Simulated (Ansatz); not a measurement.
System: antifluorite-type Li2S, space group Fm-3m (No. 225), 3 atoms in the primitive cell, relaxed with r2SCAN; cubic a = 5.691 Å. Starting point: PBE, Ansatz PAW set, no spin polarisation, no spin-orbit coupling, 4×4×4 k mesh, 420 eV cutoff, fixed occupations (Ansatz). Many-body step: G0W0 with empty bands 74, screening cutoff 80 eV and frequency treatment contour deformation.

In PBE the smallest gap over these k points is 3.38 eV, with direct gaps of 4.28 eV at Γ, 4.81 eV at X and 6.62 eV at L.

Question: What does G0W0 give?

Answer: Over the k points that were corrected, the smallest gap goes from 3.38 eV in PBE (Γ to X) to 4.80 eV in G0W0 (Γ to X), a change of +1.42 eV (+42 %). Counted from the valence top, the lowest empty level moves by +1.51 eV at Γ, +1.42 eV at X and +1.71 eV at L; over the 6 points that were corrected the shifts run from +1.42 to +1.71 eV: a spread of 0.29 eV on a mean of 1.56 eV, so one scissor shift describes this level only roughly. The top filled level also moves against the valence top, by −0.19 eV at W. Down to 1.8 eV under the top, the filled levels drop by about 0.12 eV more for each eV of depth, so the valence band is stretched by about 12 %.

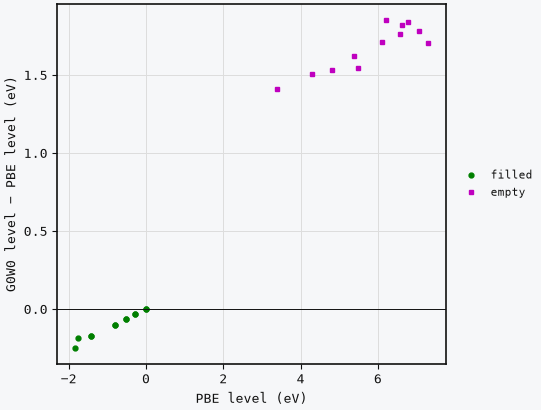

Change of each level from PBE to G0W0 against its PBE energy, both sets counted from their own valence top.

| k point | PBE direct gap (eV) | G0W0 direct gap (eV) |
| --- | --- | --- |
| Γ | 4.28 | 5.79 |
| X | 4.81 | 6.40 |
| L | 6.62 | 8.39 |

The k mesh is coarse (spacing up to 0.48 Å⁻¹), so the values aren't converged. Bands, cutoffs and mesh are finite, so these values aren't at the basis limit.
